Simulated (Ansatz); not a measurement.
Structure data:

```xyz
3
Lattice="3.2792 0.0000 0.0000 -1.6396 2.8399 0.0000 0.0000 0.0000 7.0068" Properties=species:S:1:pos:R:3 pbc="T T T"
W     0.0000    0.0000    0.0000
Se    0.0000    1.8932    1.6847
Se    0.0000    1.8932    5.3220
```

Question: Say what kind of structure these coordinates give.

Answer: The compound is WSe2. The symmetry is that of P-6m2 (No. 187), on a primitive hexagonal lattice. The cell holds 3 atoms (1 W, 2 Se), Z = 1. The neighbours of W are six Se in a trigonal prismatic arrangement at 2.53 Å. About every Se there are three W in a trigonal pyramidal arrangement at 2.53 Å. Not all metal-metal contacts are counted. The bonds build WSe2 layers parallel to (001).

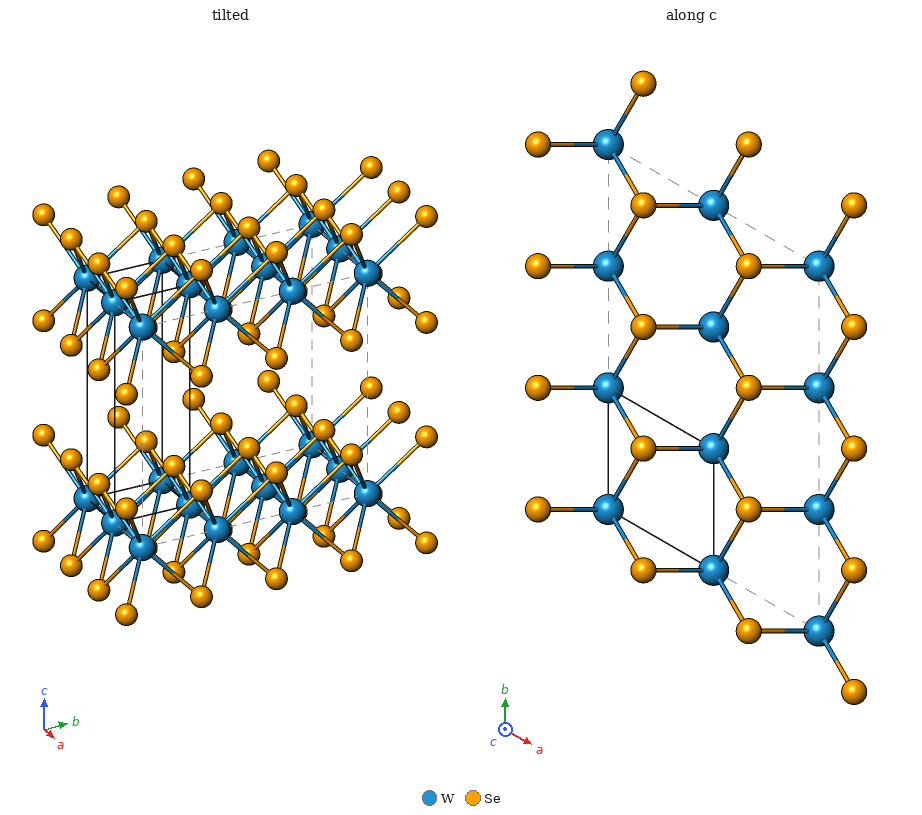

Shown here is a ball-and-stick view of the crystal, taken slightly off an axis and along the c axis. The picture spans 2×3×1 cells, one conventional unit cell being drawn with solid lines. Some neighbours outside the box are added. Colours: tungsten blue, selenium orange.

It derives from a structure listed in the Materials Project, with elements exchanged, so it need not be a known form of the compound. The geometry is the end of a relaxation with DFT PBE+D3(BJ), scalar-relativistic, plane waves, PAW in Ansatz.
